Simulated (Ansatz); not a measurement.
SnO2

```
Sn O
1.0
     0.04524    5.16980    0.00000
     0.00000    0.00000   -5.16980
    -5.16980   -0.04524    0.00000
Sn O
4 8
Cartesian
  0.0226 2.5849 -2.5849
  -2.5623 2.5623 0.0000
  -2.5849 -0.0226 -2.5849
  0.0000 0.0000 0.0000
  -3.4095 0.8020 -0.8319
  -4.3000 4.3000 -3.4168
  -0.8165 1.7457 -4.3379
  -1.7231 3.4014 -1.7530
  -3.4014 1.7231 -3.4168
  -4.3080 3.3788 -0.8319
  -0.8246 0.8246 -1.7530
  -1.7151 4.3226 -4.3379
```

Space group P2₁/c; a structure from a database of computed crystals, not necessarily the ambient phase; changed on purpose from its base cell (strain +0.0175 x Voigt [0, 0, 0, 0, 0, 1], atoms carried along).

These are results of Ansatz 0.2.0, DFT PBE, scalar-relativistic, plane waves, PAW, not measurements.

Predict the valence pseudo-density and electron localisation function between the atoms.

Answer. Sn–O (2.12 Å): ρ at the midpoint is about 0.58 e/Å³; the ELF peaks at about 0.80 in the valence shell of O, 0.6 Å from its nucleus, and is about 0.25 at the midpoint: no localised pair shows between them.

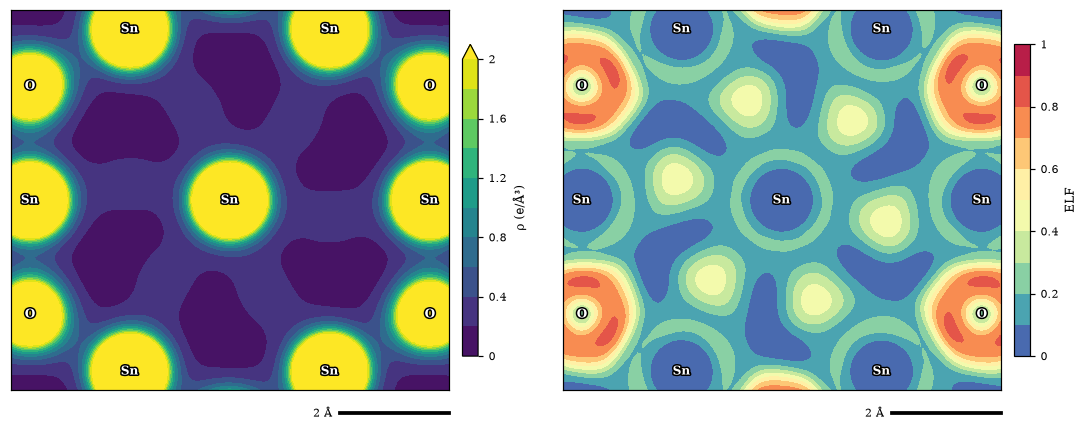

Computed valence pseudo-density and electron localisation function on the (111) plane of the conventional cell, in this order. 

In a PAW calculation such maps are meaningful between the atoms, not at the nuclei.
